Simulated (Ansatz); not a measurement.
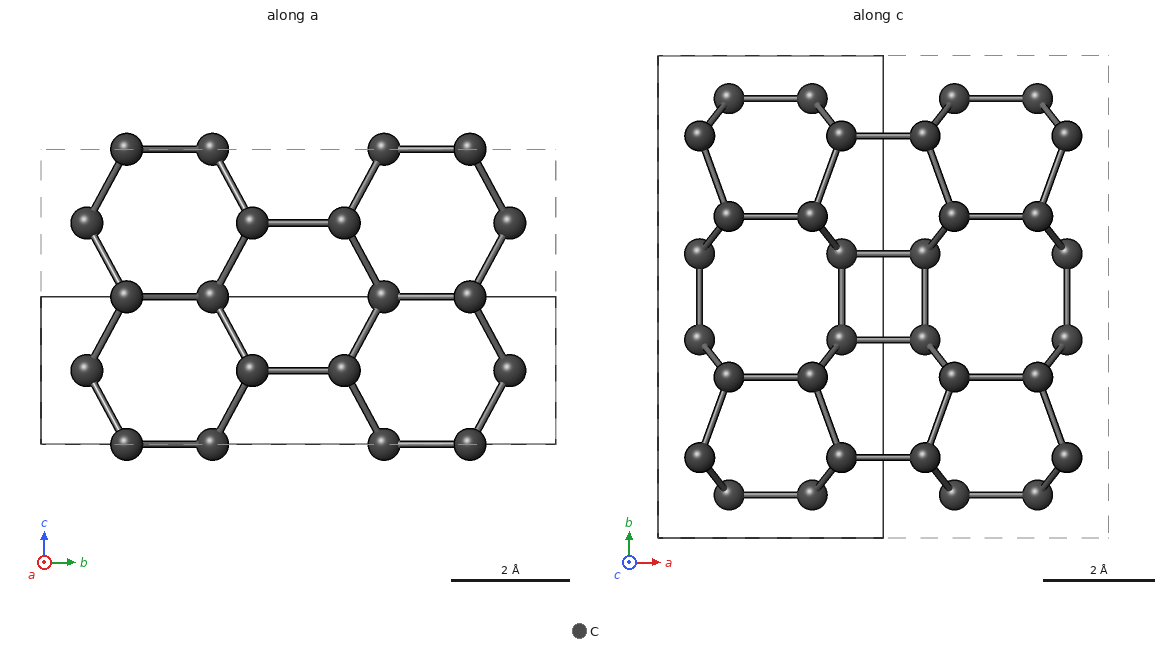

The image is a ball-and-stick drawing of a crystal, viewed along the a axis and along the c axis. A block of 2×1×2 cells is shown, with one conventional unit cell in solid outline.

C, space group Cmmm (No. 65), a = 4.08 Å, b = 8.74 Å, c = 2.50 Å, α = 90.00°, β = 90.00°, γ = 90.00°.

Results below were computed with Ansatz, DFT r2SCAN, scalar-relativistic, plane waves, PAW; the settings were a kinetic-energy cutoff of 500 eV, k-points about 0.28 Å⁻¹ apart, Gaussian smearing of 0.05 eV, no spin polarisation.

Question: Metal or not?

Answer: An insulator at this level, with a gap of 3.28 eV on the k-mesh (the true edges may lie between mesh points, so the gap can be somewhat smaller).

Question: How far is the cell from zero pressure?

Answer: The computed pressure is 18.4 GPa (compressed: it would expand). The stress isn't hydrostatic: its largest component is 51.8 GPa.

The cell started as a structure listed in the Materials Project. The cell was then strained or its atoms displaced on purpose. It was the input of a calculation with Ansatz.

At this level of theory the run's own cell isn't at rest (compressed, at 18 GPa), so its distances can differ from those at equilibrium, the more so the softer the solid.
